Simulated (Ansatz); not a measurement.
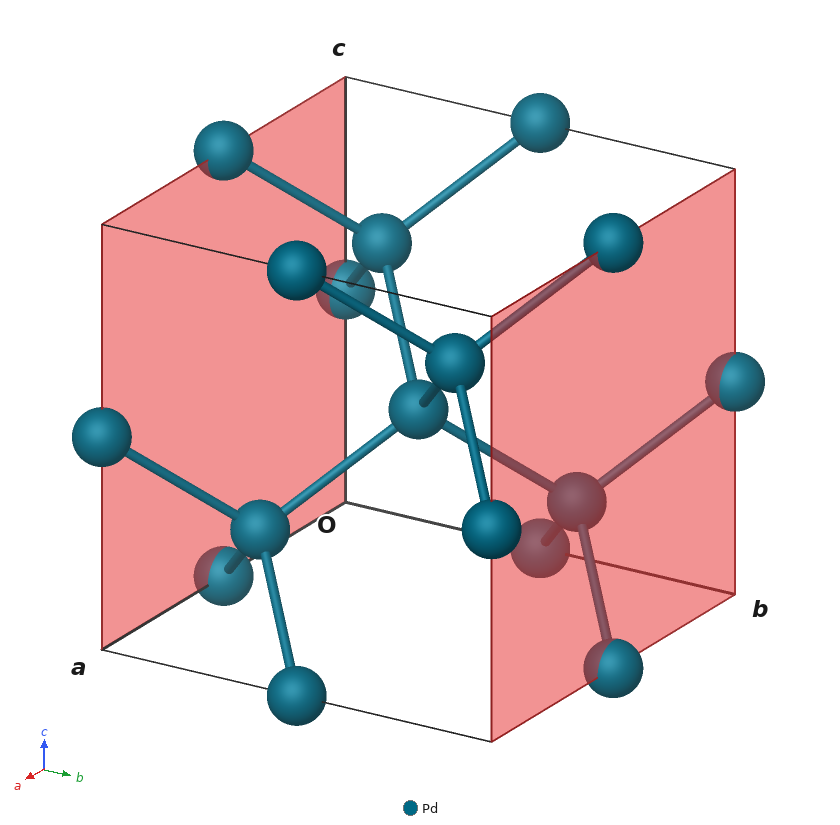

Every member of one family of equally spaced planes, hx + ky + lz = a whole number, that cuts the unit cell is shaded (one member passes through the origin O). Crystal: Pd, coordinates from a relaxation with Ansatz, DFT, revPBE, plane waves (420 eV) with PAW, scalar-relativistic; the starting structure was generated, so it need not be a known form of this composition. Symmetry computed with spglib at a tolerance of 0.002 Å; standard conventional cell.

a = 5.871 Å, b = 5.871 Å, c = 5.871 Å, α = 90.00°, β = 90.00°, γ = 90.00°.

Which (hkl) family is drawn?

Answer. (0 1 0); the opposite sign names the same planes. The member next to the origin meets the axes a never, b at 1, c never.

What is the spacing?

Answer. d = 5.871 Å.

Which atoms of the cell lie in these planes (within 0.03 Å)?

Answer. 2 of the 8 Pd.

The space group is Fd-3m (No. 227, origin choice 1). How many reflections hkl are equivalent to this one (itself included), and does it occur?

Answer. 6 reflections are equivalent in the Laue class m-3m. The reflection is systematically absent, by the centring.
